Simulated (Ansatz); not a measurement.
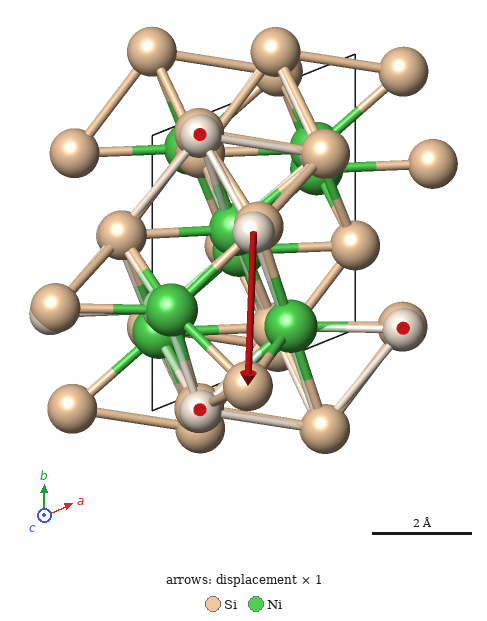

A constrained relaxation of a slab of composition Si9Ni8 (cut from the Pmmn phase). The starting structure is drawn faded, the final one solid; red arrows show the displacements, at their true length.

Style: ball-and-stick. Shown: the cell of the calculation, outlined in the plane, without the vacuum (origin shifted), along the c axis.

Case: Si put at a top Si site. The slab is the (1 1 1) face of SiNi with Si on it. 8 atoms are held fixed.

All numbers below come from DFT PBE, scalar-relativistic, plane waves, PAW in Ansatz 0.2.0. Settings: plane-wave cutoff 420 eV; k-point mesh 7 × 6 × 1; occupations gaussian; smearing width 0.1 eV; no spin polarisation; dipole correction; atoms relaxed in a fixed cell; force threshold 0.03 eV/Å; at most 70 steps.

> Which element moves most?

Silicon: up to 3.39 Å, against 0.17 Å for nickel.

> What did the optimiser do to the structure, and how much energy did it gain?

The energy falls by 1.862 eV per cell of the calculation in 20 accepted moves (21 points after the start). Largest force component: 0.55 eV/Å at the start, 0.015 eV/Å at the end. The line search rejected the trial step at point 19 of the run. The atom that moves furthest is a Si atom (3.39 Å at 68° to the normal (−c side)). By element the largest moves are Si 3.39 Å, Ni 0.17 Å. The cell doesn't change. Near-neighbour distances that change, for instance: Si–Si 6.037 → 2.521 Å, Si–Si 4.946 → 2.442 Å, Ni–Si 3.873 → 2.410 Å, Si–Si 2.220 → 3.375 Å. New bonds form, among them: Si–Si (6.04 → 2.52 Å). Bonds break, among them: Si–Si (2.22 → 3.38 Å). Bond angles that change, for instance: Si–Ni–Si 125.5° → 114.0°, Si–Ni–Si 167.7° → 178.0°, Si–Ni–Si 100.3° → 90.1°. Cost: 25 min on 4 threads of Arm Neoverse V1, with other jobs on the host, peak memory 2.2 GiB.

Limits of the set-up: the periodic images lie only 4.5 Å apart, so the values are limited by the cell's size; an element that often carries a moment was run without spin polarisation.
